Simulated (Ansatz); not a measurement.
**TaN: single-point calculation**

TaN (P1, 8 atoms in the cell), computed with DFT PBE, scalar-relativistic, plane waves, PAW, no spin polarisation (Ansatz 0.2.0).

The structure derives from an entry of the Crystallography Open Database. It belongs to a series of runs on one base structure; here: all atoms moved at random (sigma 0.3 A a component), cell strained at random (sigma 0.01). Figures and captions count atoms from 1; the log counts them from 0 in places.

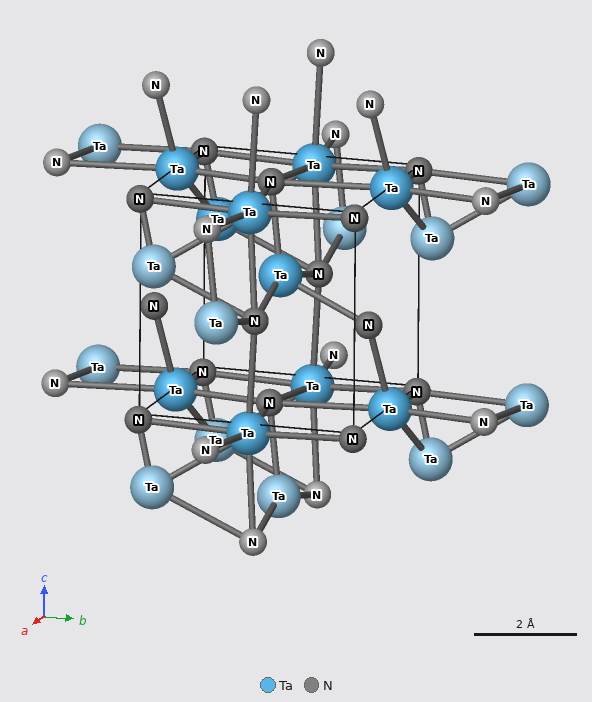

*The structure as given in the input (ball-and-stick view of the cell of the calculation, set on other vectors, seen slightly off an axis; neighbours outside the cell are drawn fainter). An atom can appear more than once, as a periodic image.*

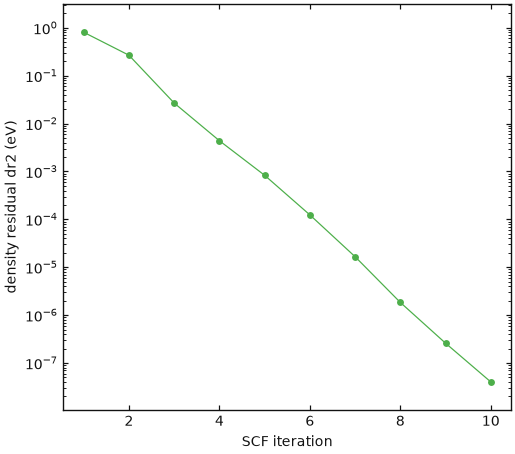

*Convergence of the self-consistent field: density residual dr2 against the SCF iteration.*

The residual falls at every step.

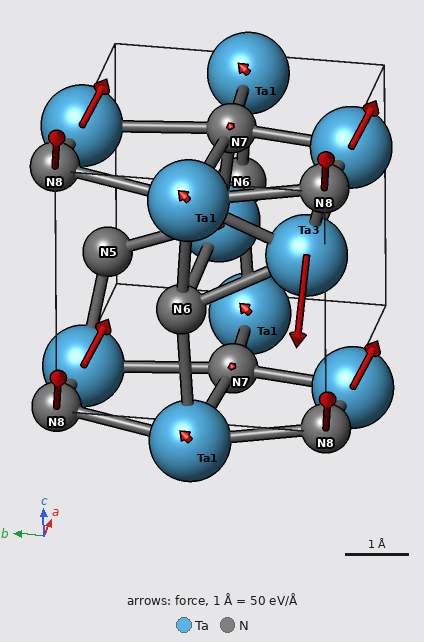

*Forces on the atoms as red arrows (ball-and-stick view of the cell of the calculation, set on other vectors, seen at an oblique angle; atoms are numbered from 1 in the order of the input); the smallest are left out.*

The largest act on Ta3 (79.95 eV/Å); N8 (68.21 eV/Å); Ta2 (56.12 eV/Å). The geometry is not a stationary point of this energy.

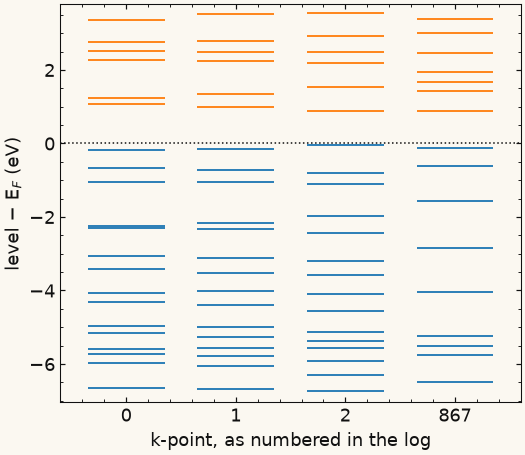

*Kohn–Sham levels near the Fermi level (dotted) at the few k-points that the log prints; levels within 0.02 eV of each other stand side by side.*

The system is metallic on the full mesh.

These pictures come from the run below.

Input
```yaml
crystal:
  lattice:
    - [4.3899925863, -0.0306201999, -0.0533802343]
    - [0.0306201999, -4.3212330782, 0.0567320263]
    - [0.0533802343, 0.0567320263, -4.4333238884]
  atoms:
    - { symbol: Ta, position: [0.5049750673, -0.0454677637, -0.0536721984] }
    - { symbol: Ta, position: [0.0113237593, 0.3960005239, -0.0203310991] }
    - { symbol: Ta, position: [-0.0844802453, 0.0753862052, 0.691502041] }
    - { symbol: Ta, position: [0.4936154947, 0.507852528, 0.5664362358] }
    - { symbol: "N", position: [0.0715805953, 0.5391103714, 0.3839985684] }
    - { symbol: "N", position: [0.4659135988, -0.0017339373, 0.4672221366] }
    - { symbol: "N", position: [0.5501208106, 0.4717962667, -0.0224822236] }
    - { symbol: "N", position: [-0.0130490806, 0.0570558057, -0.0126734608] }
basis:
  ecutwfc: 420
kpoints:
  mp_grid: { grid: [12, 12, 12] }
hamiltonian:
  xc: pbe
scf:
  occupations: { method: gaussian, width: 0.15 }
output:
  forces: true
  stress: true
  eigenvalues: true
```

Run as:
```bash
ansatz run input.yaml --threads 1 --pin off --max-ram 2560MiB --backend cpu --events-out ev --progress --plain --runs-dir out
```

The program's output
```
Engine: ansatz 0.2.0, x86_64-unknown-linux-gnu
Pseudopotentials: kind: paw
Pseudopotential: Ta, paw, valence charge 13, recommended cutoff 420 eV (normal), Ta.paw.azcp
Pseudopotential: N, paw, valence charge 5, recommended cutoff 420 eV (normal), N.paw.azcp
Functional definition: PBE
  parameter kappa = 0.804
  parameter beta = 0.06672455060314922
  exchange = pbe_x(kappa = kappa, mu = beta*pi^2/3)
  correlation = pbe_c(beta = beta)
Crystal: 8 atoms, lattice volume = 84.070 Å³
Basis set: ecut = 420 eV, 1657 PW (Γ), exchange–correlation on 60×60×60 points (8 copies of the dense FFT grid, shifted against one another)
Bands: 44, of which v1, the nominal top of the filled ones, is band 36 counted from 1 (35 counted from 0)
Symmetry: 1 space group operations
Space group: P1 (ITA 1), of the structure as read, at distance tolerance 4.4e-5 Å
k-points: 868 of 1728 (time reversal used)
Non-local potential: Ta, projectors of the file, l = 0: 3, l = 1: 2, l = 2: 2, l = 3: 1
Non-local potential: N, projectors of the file, l = 0: 2, l = 1: 2, l = 2: 1
PAW form: soft (Blöchl's): semilocal exchange-correlation on the pseudo side does not see the compensation charge
PAW one-centre angular grid: Ta, 590 points (default); XC on 64 Gauss nodes
PAW one-centre angular grid: N, 110 points (default); XC on 64 Gauss nodes
Initial density: superposition of atomic densities (neutral atoms: chi_scale 0, normalization atom), corrected by the library's trained network
Initial wavefunctions: pseudopotential atomic-orbital guess
Functional: x = pbe(κ = 0.804, μ = 0.2195149727645171), c = pbe(β = 0.06672455060314922)
SCF iter   1: F=—  HF=-41238.221053 eV  |F-HF|=—  |Δ(HF+E_count)|=         —  Δρ=3.36e-2  dr2=8.09e-1  ethr=1.77e-3  ⟨swp⟩=6.9  Hψ=170094  notcnv=0
preconditioner: auto → Kerker (q_TF=auto, 2.659 Å⁻¹)  [metal: Δε(μ)=0.001 eV  Ē_g=9.683 eV  σ=0.150 eV  W_gap=0.00  n_scr=26 (ndim 8)  ℏωp=25.6 eV  f_vac=0.001  D(μ)=3.38/eV (n_scr^D=26)]
SCF iter   2: F=—  HF=-41238.073695 eV  |F-HF|=—  |Δ(HF+E_count)|=   1.47e-1  Δρ=1.77e-2  dr2=2.68e-1  ethr=1.12e-3  ⟨swp⟩=1.6  Hψ=46627  notcnv=0  defer=336
SCF iter   3: F=—  HF=-41238.012014 eV  |F-HF|=—  |Δ(HF+E_count)|=   6.17e-2  Δρ=4.14e-3  dr2=2.69e-2  ethr=3.72e-4  ⟨swp⟩=2.0  Hψ=55821  notcnv=0  defer=336
SCF iter   4: F=—  HF=-41238.007677 eV  |F-HF|=—  |Δ(HF+E_count)|=   4.34e-3  Δρ=1.69e-3  dr2=4.39e-3  ethr=3.74e-5  ⟨swp⟩=2.0  Hψ=50897  notcnv=0  defer=336
SCF iter   5: F=—  HF=-41238.007184 eV  |F-HF|=—  |Δ(HF+E_count)|=   4.94e-4  Δρ=8.71e-4  dr2=8.32e-4  ethr=6.10e-6  ⟨swp⟩=2.0  Hψ=53489  notcnv=0  defer=336
SCF iter   6: F=—  HF=-41238.007084 eV  |F-HF|=—  |Δ(HF+E_count)|=   9.96e-5  Δρ=3.45e-4  dr2=1.24e-4  ethr=1.16e-6  ⟨swp⟩=2.0  Hψ=53862  notcnv=0  defer=336
SCF iter   7: F=—  HF=-41238.007076 eV  |F-HF|=—  |Δ(HF+E_count)|=   8.53e-6  Δρ=1.22e-4  dr2=1.66e-5  ethr=1.72e-7  ⟨swp⟩=2.0  Hψ=52866  notcnv=0  defer=336
SCF iter   8: F=—  HF=-41238.007218 eV  |F-HF|=—  |Δ(HF+E_count)|=   1.42e-4  Δρ=4.49e-5  dr2=1.84e-6  ethr=2.31e-8  ⟨swp⟩=2.0  Hψ=55710  notcnv=0  defer=1798
SCF iter   9: F=—  HF=-41238.007218 eV  |F-HF|=—  |Δ(HF+E_count)|=   2.05e-8  Δρ=1.77e-5  dr2=2.59e-7  ethr=2.55e-9  ⟨swp⟩=2.0  Hψ=53893  notcnv=0  defer=1798
SCF iter  10: F=-41238.007218 eV  HF=-41238.007218 eV  |F-HF|=1.53e-8  |Δ(HF+E_count)|=   8.09e-9  Δρ=6.15e-6  dr2=4.02e-8  ethr=1.39e-10  ⟨swp⟩=12.1  Hψ=157227  notcnv=0
SCF 1 converged in 10 iterations: F = -41238.007218 eV  dr2 = 4.02e-8
  greatest PAW one-centre occupation: 0.999 electrons in one spin orbital (limit 2), on the Ta atom at site 3 (counted from 0), in its partial waves of l = 0
SCF converged after 10 iterations
Free energy (F): -41238.007218 eV
Harris-Foulkes:  -41238.007218 eV  (|F-HF|=1.53e-8)
Internal energy: -41237.969079 eV  (E = F + TS)
E sigma→0 (E₀):  -41237.988149 eV
Entropy (-TS):   -0.038139 eV (-4.767 meV/atom)
Fermi energy:    20.489644 eV
--- Per-component energies (eV) ---
  E_band       = -207.646684
  E_kinetic    = 2089.398209
  E_local      = -3418.299867  (includes V_loc(G=0)·N_el)
  E_nonlocal   = 284.127568
  E_hartree    = 1271.770216
  E_xc         = -1135.596105
  E_vxc        = -1149.477599  (∫ρ·V_xc dr)
  E_paw        = -34120.523679  (= ΣΔE_a)
  E_vpaw       = -556.933152  (= ΣTr[D̂ρ^β])
  E_aug_tail   = 0.001037  (compensation charges beyond the density's cutoff)
  E_ewald      = -6208.846458
  E_smearing   = -0.038139  (= −TS)
  E_closure    = 0.000000  (closes the sum)
  Σ components = -41238.007218   (vs F -41238.007218, Δ=0.00e0)
--- Forces (eV/Å), atoms counted from 1 ---
  atom   1  Ta    -8.50939660     0.96591181    -9.34792082
  atom   2  Ta     9.18361602   -53.32316967   -14.88932662
  atom   3  Ta    -6.41883635    14.42409772    78.37274333
  atom   4  Ta    -1.25156103    -1.13584610     9.35000074
  atom   5  N     -2.12298256    -0.05482203    -3.31426289
  atom   6  N      0.47076765    -0.10245017     0.12783424
  atom   7  N     -2.43383385     0.30640051    -5.39298655
  atom   8  N     11.08232484    38.91997309   -54.90603780
  max |Σ_I F_I| component: 9.81e-5 eV/Å
--- Stress (GPa, compression-positive) ---
       82.474073     -15.562615     -32.745458
      -15.562615     175.566319      31.144526
      -32.745456      31.144526     227.407402
  P = ⅓ Tr σ = 161.8159 GPa (1618.159 kbar)
--- Band table (eV; the first three rows and the last of 868) ---
  k-point 0: bands = ["-49.0950", "-47.7634", "-47.5354", "-46.9343", "-20.7882", "-16.7060", "-16.1001", "-15.3093", "-14.9547", "-14.6978", "-14.4424", "-14.2678", "-14.1265", "-13.7792", "-12.5598", "-11.5815", "2.9987", "4.3266", "5.2413", "5.6701", "9.8940", "11.9051", "13.8382", "14.5130", "14.7549", "14.9089", "15.3396", "15.5113", "16.1712", "16.4257", "17.0643", "17.4364", "18.1916", "18.2453", "19.4318", "19.8237", "20.2992", "21.5737", "21.7192", "22.7590", "22.9916", "23.2400", "23.8503", "24.3463"]
  k-point 1: bands = ["-49.0949", "-47.7633", "-47.5355", "-46.9344", "-20.7883", "-16.7077", "-16.0996", "-15.3057", "-14.9547", "-14.6949", "-14.4449", "-14.2705", "-14.1277", "-13.7822", "-12.5600", "-11.5809", "3.0422", "4.3553", "5.2510", "5.6896", "9.8875", "11.8883", "13.8212", "14.4329", "14.6999", "14.9353", "15.2106", "15.5073", "16.1029", "16.4687", "16.9760", "17.3832", "18.1536", "18.3159", "19.4275", "19.7703", "20.3265", "21.4903", "21.8441", "22.7400", "22.9780", "23.2884", "24.0217", "24.3207"]
  k-point 2: bands = ["-49.0945", "-47.7632", "-47.5357", "-46.9348", "-20.7887", "-16.7123", "-16.0981", "-15.2958", "-14.9548", "-14.6867", "-14.4521", "-14.2783", "-14.1311", "-13.7901", "-12.5607", "-11.5792", "3.1651", "4.4358", "5.2756", "5.7432", "9.8717", "11.8377", "13.7653", "14.1910", "14.5744", "14.9129", "15.1054", "15.3691", "15.9402", "16.3837", "16.8979", "17.2943", "18.0466", "18.5245", "19.3819", "19.6742", "20.4487", "21.3680", "22.0331", "22.6720", "22.9656", "23.3987", "24.0365", "24.5295"]
  k-point 867: bands = ["-49.0777", "-47.7564", "-47.5602", "-46.9383", "-20.8206", "-16.7935", "-16.0740", "-15.2360", "-15.1167", "-14.5561", "-14.4514", "-14.2579", "-14.0974", "-13.7399", "-12.6344", "-11.5599", "5.1044", "5.4309", "5.9329", "6.4004", "9.0000", "10.6303", "11.8077", "11.9408", "12.3504", "12.6418", "14.0088", "14.7388", "14.9663", "15.2422", "16.4363", "17.6541", "18.9103", "19.8841", "20.3760", "21.3633", "21.9061", "22.1578", "22.4387", "22.9576", "23.5017", "23.8634", "24.3117", "25.0742"]
```

Summary

| quantity | value |
| --- | --- |
| outcome | converged |
| space group (tolerance 0.01 Å) | P1 (1) |
| electrons treated | 72 |
| free energy | −41238.0072 eV |
| Fermi energy | 20.490 eV |
| gap on the k-point mesh | none (metallic) |
| pressure | 161.82 GPa |
| largest force (length of the vector) | 79.947 eV/Å |
| hardware | 1 thread of Intel Xeon (Granite Rapids), 32 GiB of memory available, shared host |
| wall time | 2.7 min |
| peak memory | 2.2 GiB |

Notes

Spin–orbit coupling is left out, which matters for Ta.
